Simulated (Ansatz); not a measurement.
# Si6Ge: what the fields show

Input

```
crystal:
  lattice:
    - [5.2125520918, 0.0, 0.0]
    - [-2.6062760459, 4.5142025301, 0.0]
    - [0.0, 0.0, 4.9682806222]
  atoms:
    - { symbol: Si, position: [0.5, 0.5, 0.2478888637] }
    - { symbol: Si, position: [0.5, 0.0, 0.2478888637] }
    - { symbol: Si, position: [0.0, 0.5, 0.2478888637] }
    - { symbol: Si, position: [0.5, 0.5, 0.7521111363] }
    - { symbol: Si, position: [0.5, 0.0, 0.7521111363] }
    - { symbol: Si, position: [0.0, 0.5, 0.7521111363] }
    - { symbol: Ge, position: [0.0, 0.0, 0.5] }
basis:
  ecutwfc: 420
kpoints:
  mp_grid: { grid: [6, 6, 6] }
  band_path:
    path:
      - [[0.0, 0.0, 0.0], [0.5, 0.0, 0.0], [0.33333333, 0.33333333, 0.0], [0.0, 0.0, 0.0], [0.0, 0.0, 0.5], [0.5, 0.0, 0.5], [0.33333333, 0.33333333, 0.5], [0.0, 0.0, 0.5]]
      - [[0.5, 0.0, 0.5], [0.5, 0.0, 0.0]]
      - [[0.33333333, 0.33333333, 0.5], [0.33333333, 0.33333333, 0.0]]
    npoints: 14
hamiltonian:
  xc: pbe
scf:
  occupations: { method: gaussian, width: 0.1 }
  n_extra_bands: 17
output:
  forces: true
  stress: true
  eigenvalues: true
  populations: true
  dos: { projected: true, de: 0.02, nscf_kmesh: { grid: [8, 8, 8] } }
  bader: true
  write_density: true
  write_potential: true
  elf: true
  volumetric_format: npy
```

Command:

```sh
ansatz run input.yaml --threads 1 --pin off --max-ram 2560MiB --backend cpu --events-out ev --progress --plain --runs-dir out
```

Below, planes, directions and counts refer to the conventional cell (a = 5.21 Å, b = 5.21 Å, c = 4.97 Å, α = 90.00°, β = 90.00°, γ = 120.00°).

Space group P6/mmm; a generated structure, not necessarily the stable one.

Method: DFT PBE, scalar-relativistic, plane waves, PAW in Ansatz 0.2.0.

In a PAW calculation such maps are meaningful between the atoms, not at the nuclei.

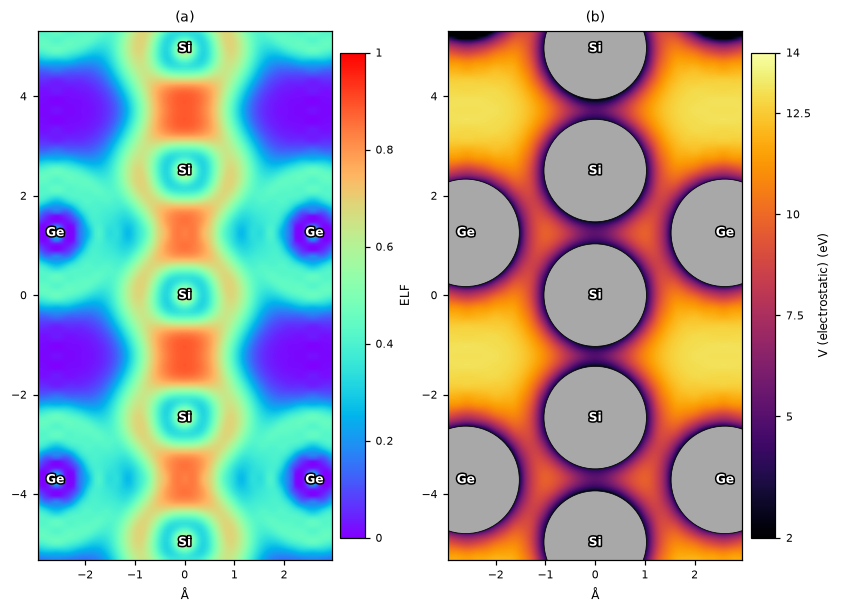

Figure 1. (a) electron localisation function; (b) electrostatic potential (local pseudopotential plus Hartree) felt by an electron on the (010) plane of the conventional cell. Grey discs cover the atomic cores in the potential map.

Read the bonding off the picture.

Answer. The section cuts through Si and Ge sites. Si–Si (2.46 Å): the ELF peaks at about 0.90 between the atoms. Si–Ge (2.89 Å): the ELF peaks at about 0.70 in the valence shell of Si, 0.9 Å from its nucleus, and drops to about 0.40 between the two atoms. Si–Si (2.51 Å): the ELF peaks at about 0.85 between the atoms. Outside the cores the potential energy rises away from the atoms and is highest about 2.3 Å from the nearest atoms; its zero is arbitrary.

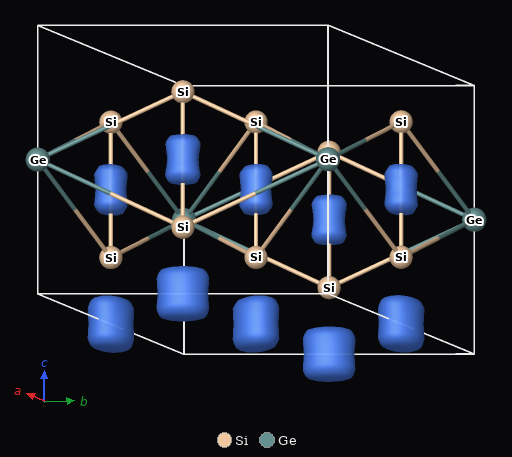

Figure 2. Isosurface of the ELF at 0.8 (blue), seen at an oblique angle. Core shells and regions of very low density are left out. Sticks mark near contacts.

What do the ELF domains correspond to?

Answer. The ELF exceeds this value in six regions between bonded Si–Si atoms, counted in one cell of 7 atoms. Any copies at cell faces, edges or corners count once.

Which way does charge flow, and how much by Bader's partition?

Answer. Electrons move from Ge towards Si. Bader charges: Si −0.04 and Ge +0.23 e.

Metal or insulator at this level of theory?

Answer. It is metallic or semimetallic at this level of theory: no gap opens.
